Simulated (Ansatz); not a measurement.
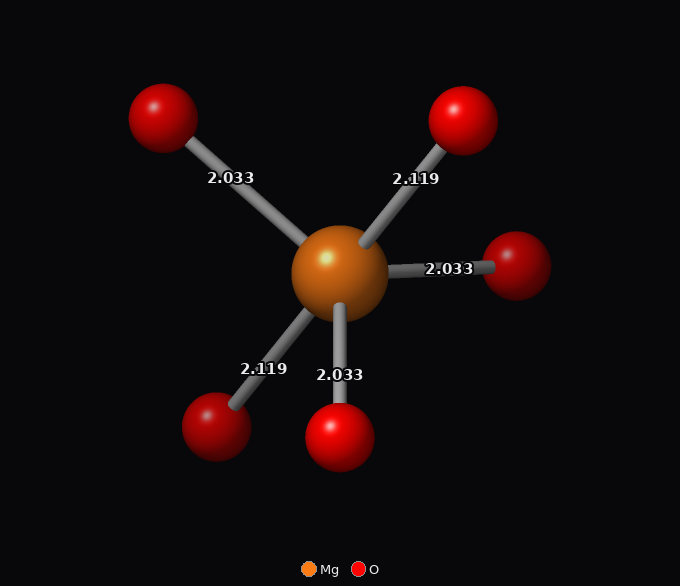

The surroundings of site Mg1 (at 0.667, 0.333, 0.750) in MgO (P6_3/mmc, No. 194), with bond lengths in Å.

Origin of the cell: coordinates from a relaxation with DFT PBE, scalar-relativistic, plane waves, PAW in Ansatz.

```
Mg O
1.0
     3.52092    0.00000    0.00000
    -1.76046    3.04921    0.00000
     0.00000    0.00000    4.23737
Mg O
2 2
Direct
  0.66667 0.33333 0.75000
  0.33333 0.66667 0.25000
  0.66667 0.33333 0.25000
  0.33333 0.66667 0.75000
```

Bond valence s = exp((R0 − d)/b), R0 fitted to published crystal structures with b = 0.37 Å; R0 in Å: Mg2+–O 1.677.

> Calculate the bond-valence sum of Mg1 from the bonds drawn.

3 × 0.382 + 2 × 0.303 = 1.75 v.u., against a formal valence of 2: underbonded (bonds long for this ion) by 0.25.

> And over the whole structure?

| site | x, y, z | formal valence | bond-valence sum | difference |
| --- | --- | --- | --- | --- |
| Mg1 | 0.667, 0.333, 0.750 | +2 | 1.78 | -0.22 |
| O1 | 0.667, 0.333, 0.250 | −2 | 1.78 | -0.22 |

These sums include all anions within 5 Å. The global instability index (root mean square of the differences over all atoms) is 0.22 v.u.: above 0.2, which by the usual rule of thumb marks a strained structure. Cells relaxed with PBE tend to have slightly long bonds, which lowers the sums.
